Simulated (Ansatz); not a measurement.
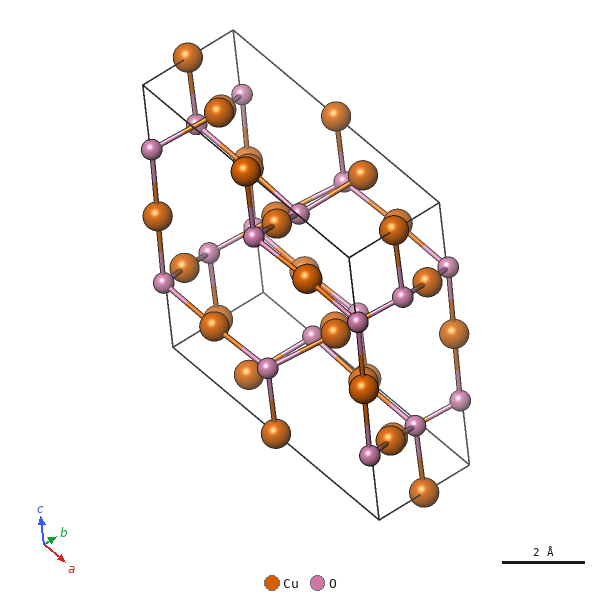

Ball-and-stick drawing of the structure, looking slightly off an axis. The parallelepiped is the supercell. The host is Cu₂O, in a cell of 24 sites, and the cell carries a charge of -1.

Spot the defect.

Answer. A copper vacancy. Around the empty site lie two O at about 1.7 Å.

Results below were computed with DFT PBE, scalar-relativistic, plane waves, PAW (Ansatz); the settings were a basis cut at 420 eV, a 3×3×3 k-point mesh, Gaussian smearing of 0.02 eV, collinear spins.

Does the calculation give a net moment?

Answer. No net moment.

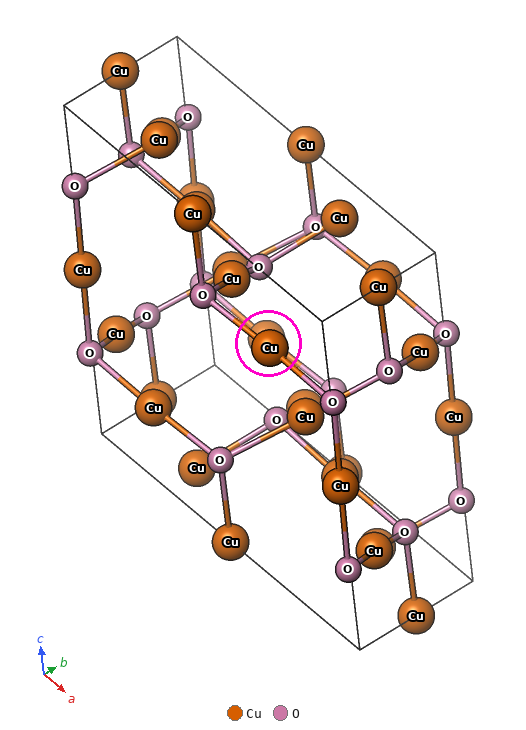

The same cell with a ring at the defect's site.

The atoms were relaxed in the host's cell with Ansatz, DFT PBE, scalar-relativistic, plane waves, PAW.
